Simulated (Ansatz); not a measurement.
## Electronic structure of Ti$_{3}$C in real space

The calculation's input:

```
crystal:
  lattice:
    - [2.9298596238, 0.0, 0.0]
    - [-1.4649298119, 2.5373328637, 0.0]
    - [0.0, 0.0, 6.8192087506]
  atoms:
    - { symbol: Ti, position: [0.3333333333, 0.6666666667, 0.1696364373] }
    - { symbol: Ti, position: [0.6666666667, 0.3333333333, 0.8303635627] }
    - { symbol: Ti, position: [0.0, 0.0, 0.5] }
    - { symbol: C, position: [0.0, 0.0, 0.0] }
basis:
  ecutwfc: 420
kpoints:
  mp_grid: { grid: [12, 12, 6] }
hamiltonian:
  xc: pbe
scf:
  occupations: { method: gaussian, width: 0.1 }
output:
  forces: true
  stress: true
  eigenvalues: true
  write_density: true
  write_potential: true
  elf: true
  volumetric_format: npy
relax:
  adjacent_minimum: "off"
  f_tol: 0.01
  max_steps: 30
  cell: { stress_tol: 0.1, fix: [volume] }
```

Run with:

```sh
ansatz run input.yaml --threads 1 --pin off --max-ram 2560MiB --backend cpu --events-out ev --progress --plain --runs-dir out
```

Below, planes, directions and counts refer to the conventional cell (a = 2.94 Å, b = 2.94 Å, c = 6.79 Å, α = 90.00°, β = 90.00°, γ = 120.00°).

The fields are those of the relaxed geometry.

Space group P-3m1; a generated structure, not necessarily the stable one; changed on purpose from its base cell (volume × 0.88, shape and atoms relaxed); computed pressure about 21 GPa in this cell; computed without spin polarisation.

These are results of DFT PBE, scalar-relativistic, plane waves, PAW (Ansatz 0.2.0), not measurements.

In a PAW calculation such maps are meaningful between the atoms, not at the nuclei.

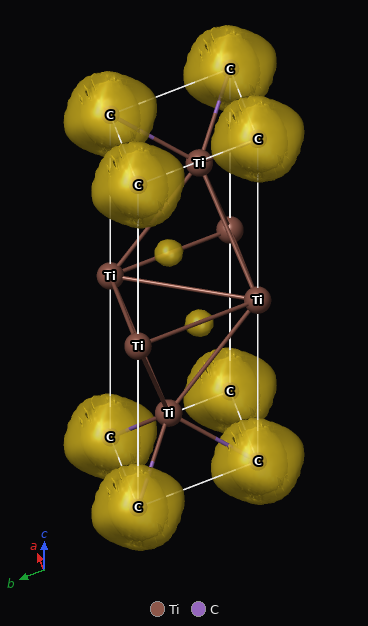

Figure 1. Isosurface of the ELF at 0.75 (yellow), seen at an oblique angle. Only the valence region is drawn (cores and ρ < 0.01 e/Å³ removed). Sticks mark near contacts.

### Where are the electrons localised?

The surface consists of one region wrapped around C (its valence shell) and two pockets between the atoms, centred on no nucleus (multi-centre or interstitial), counted in one cell of 4 atoms. Regions shared between cells count once. Along the contacts the grid gives the following. Ti–C (2.06 Å): the ELF peaks at about 0.75 in the valence shell of C, 0.7 Å from its nucleus, and is about 0.25 at the midpoint. Ti–Ti (2.80 Å): the ELF is about 0.20 at the midpoint: no shared electron pair shows on this line.

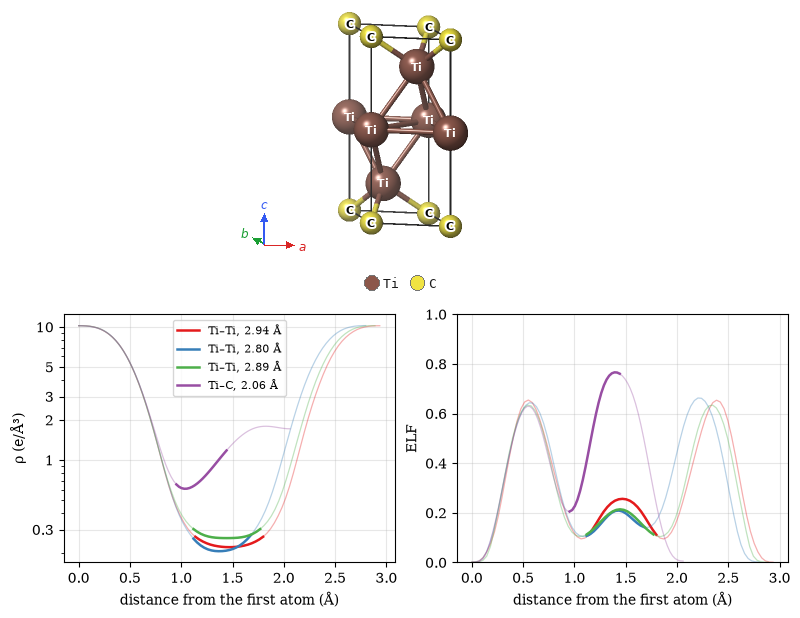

Figure 2. Valence electron density and ELF along straight lines between neighbouring atoms. Thin, pale parts lie inside the atomic spheres. The structure is drawn too.

### Compare the contacts.

Ti–Ti (2.94 Å): ρ at the midpoint is about 0.22 e/Å³; the ELF is about 0.25 at the midpoint: no localised pair shows between them.
Ti–Ti (2.80 Å): ρ is about 0.21 e/Å³ halfway; the ELF is about 0.20 at the midpoint; no localised pair shows between them.
Ti–Ti (2.89 Å): ρ is about 0.26 e/Å³ halfway; the ELF is about 0.20 at the midpoint (no localised pair shows between them).
Ti–C (2.06 Å): ρ is about 0.61 e/Å³ halfway; the ELF peaks at about 0.75 in the valence shell of C, 0.7 Å from its nucleus, and is about 0.25 at the midpoint.

### Does the calculation give a band gap?

It is metallic or semimetallic at this level of theory: no gap opens.
